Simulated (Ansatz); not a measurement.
Consider Cr (slab).

```
Cr
1.0
     2.41475    0.00000    0.00000
    -0.80492    2.27665    0.00000
     0.00000    0.00000   26.82982
Cr
7
Direct
  0.50000 0.50000 0.28243
  0.00000 0.00000 0.35275
  0.50000 0.50000 0.42652
  0.00000 0.00000 0.50000
  0.50000 0.50000 0.57348
  0.00000 0.00000 0.64725
  0.50000 0.50000 0.71757
```

Computed without spin polarisation.

Method: DFT LDA, scalar-relativistic, plane waves, PAW (Ansatz).

Q: What will maps of the valence pseudo-density and electron localisation function show?

A: Cr–Cr (2.41 Å): the density is about 0.42 e/Å³ at the midpoint; the ELF is about 0.25 at the midpoint; no shared electron pair shows on this line.

Q: Does the calculation give a band gap?

A: It is gapless in this calculation (a metal or semimetal).

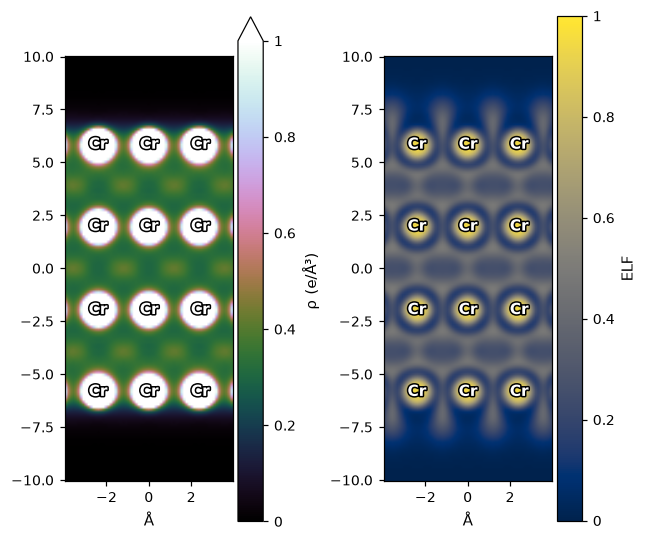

Computed valence pseudo-density and electron localisation function on the (010) plane of the calculation cell, a cut from vacuum to vacuum, in this order. 
